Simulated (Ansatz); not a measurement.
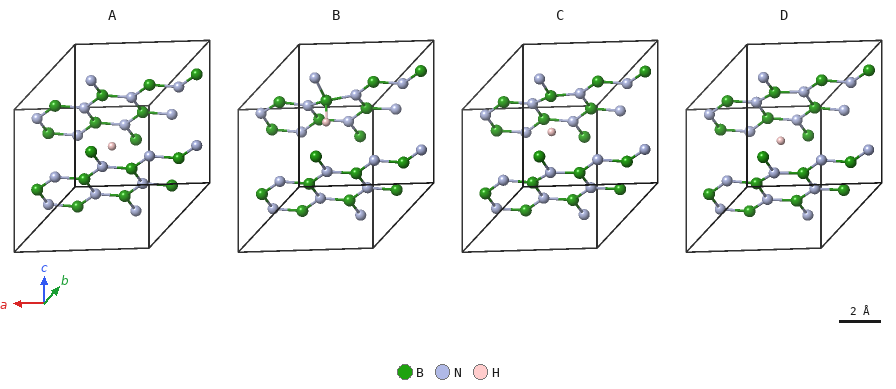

4 geometries from one relaxation of a defect cell of composition B$_{14}$HN$_{14}$ (cell charge −1), in shuffled order. A ball-and-stick model of the cell of the calculation (origin shifted), seen from a free direction.

Case: H interstitial, charge -1, atoms relaxed.

Method: DFT PBE, scalar-relativistic, plane waves, PAW in Ansatz 0.2.0. (plane-wave cutoff 420 eV; k-point mesh 2 × 2 × 2; occupations gaussian; smearing width 0.02 eV; no spin polarisation; atoms relaxed in a fixed cell; force threshold 0.02 eV/Å; at most 60 steps)

Order the frames from highest to lowest energy.

A, D, C, B. They are steps 0, 4, 7, 16, at +1.949 eV per cell of the calculation, +1.408 eV per cell of the calculation, +1.020 eV per cell of the calculation relative to the last. After 16 geometry steps the energy has fallen by 1.949 eV per cell of the calculation. The largest force component goes from 1.2 to 0.01 eV/Å. The H atom moves most: 1.41 Å roughly along [2 3 1]. By element the largest moves are H 1.41 Å, N 0.34 Å, B 0.28 Å. The cell stays as it was. Near-neighbour distances that change, for instance: B–H 2.561 → 1.264 Å, B–N 1.450 → 1.540 Å, B–N 1.450 → 1.428 Å, B–N 1.450 → 1.457 Å. New bonds form, among them: B–H (2.56 → 1.26 Å). Bond angles that change, for instance: N–B–N 120.0° → 111.5°. Cost: 62 s on 4 threads of Arm Neoverse V2, on a shared host, peak memory 0.97 GiB.

Limits of the set-up: the periodic images lie only 6.6 Å apart, so the values are limited by the cell's size; the cell is charged, on a uniform background, and energies carry no finite-size correction.
